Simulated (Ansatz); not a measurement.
Here is a crystal structure:

```
W Se
1.0
     9.73507    0.00000    0.00000
    -4.86754    8.43082    0.00000
     0.00000    0.00000    5.04351
W Se
3 9
Direct
  0.50000 0.50000 0.00000
  0.00000 0.50000 0.00000
  0.50000 0.00000 0.00000
  0.19105 0.38211 0.00000
  0.61789 0.80895 0.00000
  0.80895 0.61789 0.00000
  0.80895 0.19105 0.00000
  0.00000 0.50000 0.50000
  0.50000 0.00000 0.50000
  0.50000 0.50000 0.50000
  0.19105 0.80895 0.00000
  0.38211 0.19105 0.00000
```

**What crystal do these data define?**

The formula is WSe$_{3}$. It takes space group P6/mmm (No. 191) on a primitive hexagonal lattice. It has 12 atoms to the cell (3 W, 9 Se). Each W atom is coordinated by six Se in a distorted octahedral arrangement at 2.52 to 2.63 Å. Se is linked to two W at 2.52 to 2.63 Å. The bonds build a three-dimensional framework.

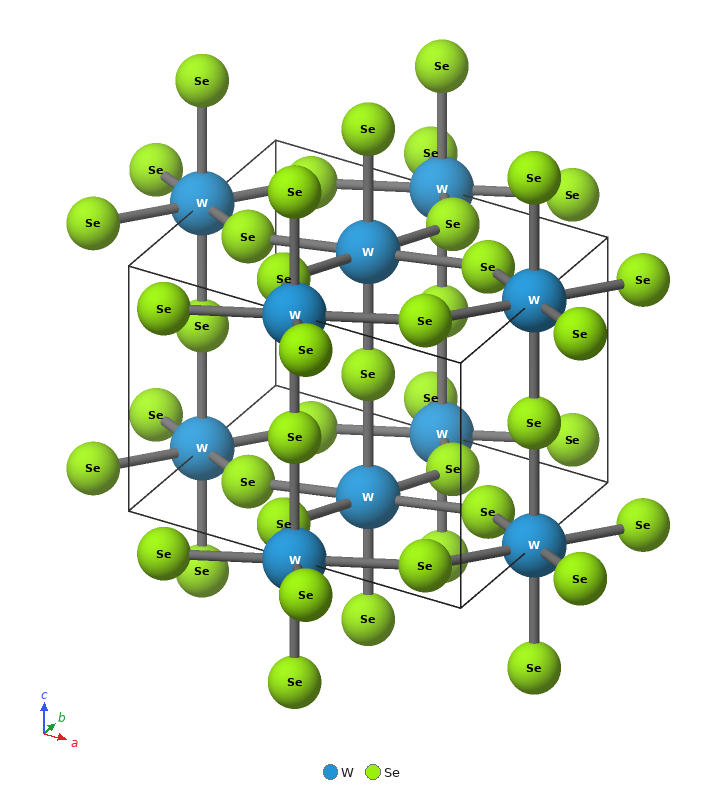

Ball-and-stick drawing of the structure, looking slightly off an axis. The conventional unit cell is outlined; an atom on or near a face, edge or corner is repeated at each equivalent position. Bonded neighbours in the next cells are drawn too.

The structure comes from a structure listed in the Materials Project, with elements exchanged, so it need not be a known form of the compound. Atoms and cell were optimised with DFT PBE+U, scalar-relativistic, plane waves, PAW (Ansatz 0.2.0).
